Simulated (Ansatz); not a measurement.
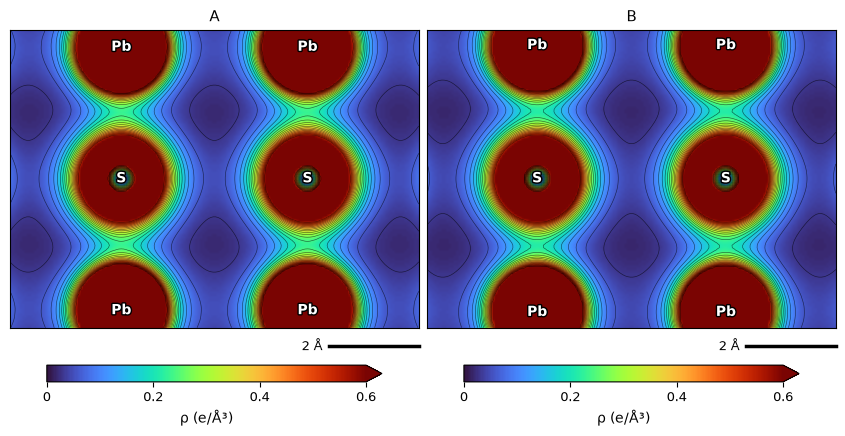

PbS. The valence charge density (pseudo) of two cells that differ in size, on the (101̄) plane of each (indices in the axes of the calculation cell), at one length scale and on one colour scale: B has 26.6 Å³ an atom and A 25.6.

Computed with Kohn-Sham DFT of a periodic cell, r2SCAN-EpsX, Ansatz PAW in Ansatz.

Core electrons are frozen (PAW), and the valence fields are smoothed inside the atomic spheres.

**What does the compression do to the bonding and the properties?**

From the larger cell to the smaller, Pb–S goes from 2.99 to 2.95 Å, and the density at its midpoint from 0.22 to 0.23 e/Å³; the pressure goes from 0.1 to 2.7 GPa; the Kohn–Sham gap goes from 0.96 eV to 0.78 eV.
